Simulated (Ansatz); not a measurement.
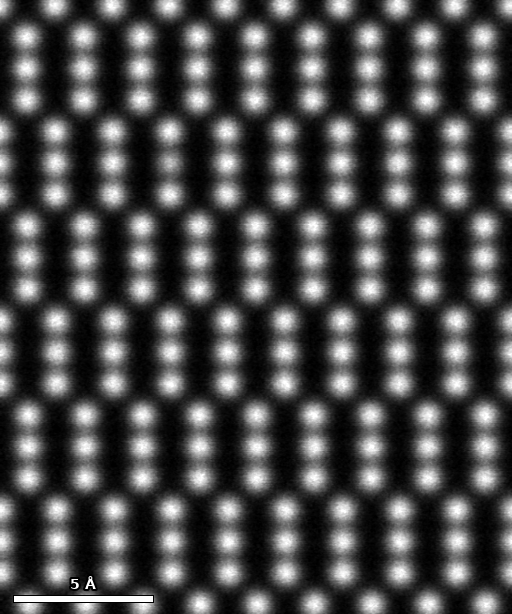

HAADF-like image of Co (P6/mmm, No. 191) along [101]. Simulated incoherent Z contrast: every atom adds Z^1.7 spread by a probe of 0.76 Å full width; channelling and multiple scattering are left out. The probe carries 15 % of its weight in a tail 2.5 times as wide. Shot noise and a slight drift were added.

The sample is 4 repeats (18.4 Å) thick. One point defect was put into the perfect crystal, without relaxing the atoms around it. Brightness is counted from the darkest point of the image. Host structure: the geometry relaxed with DFT, revPBE, plane waves (420 eV) with PAW, scalar-relativistic in Ansatz; the starting structure was generated, so it need not be a known form of this composition.

> Where is the defect (in Å from the left and the top edge), and what does its contrast suggest?

At about 6 Å from the left and 6 Å from the top. The column is dimmer, which points to a vacancy or a lighter atom. The column holds 4 atoms (Co) through the sample, and one Co atom is missing, so its peak drops to about 75 % of that of its equals.
